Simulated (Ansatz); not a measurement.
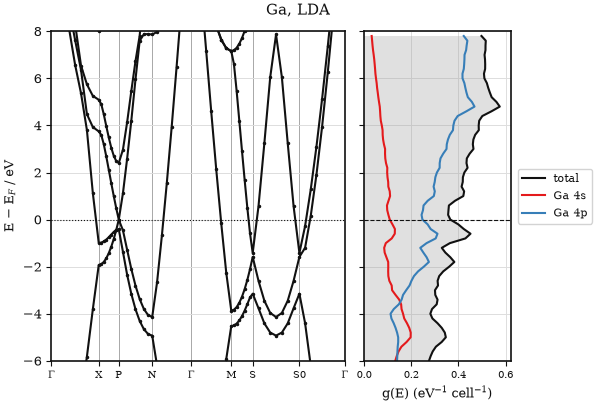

Band structure and density of states. Energies are counted from the Fermi level. The path runs straight from each named point to the next. The partial curves are projected on Löwdin-orthogonalised atomic shells.

What lattice type does the k path imply?

Answer. A body-centred tetragonal lattice: the path Γ–X–P–N–Γ–M–S–S0–Γ runs through the special points of its Brillouin zone.

The material is Ga, space group I4/mmm (No. 139), 1 atom in the cell.

Level of theory: DFT, LDA, PAW with Ansatz's default frozen-core files, scalar-relativistic, no spin polarisation, 18×18×18 k mesh, 420 eV cutoff, Fermi-Dirac smearing of 0.05 eV; code Ansatz.

Does this material conduct, going by its bands?

Answer. A metal: 2 bands cross the Fermi level along this path.

What is the density of states at the Fermi level?

Answer. The density of states at the Fermi level is about 0.37 per eV and cell (mean within 0.25 eV).

Which states dominate at the Fermi level?

Answer. By projected weight, the states within 0.3 eV of the Fermi level are Ga 4p (70 %) and Ga 4s (30 %).
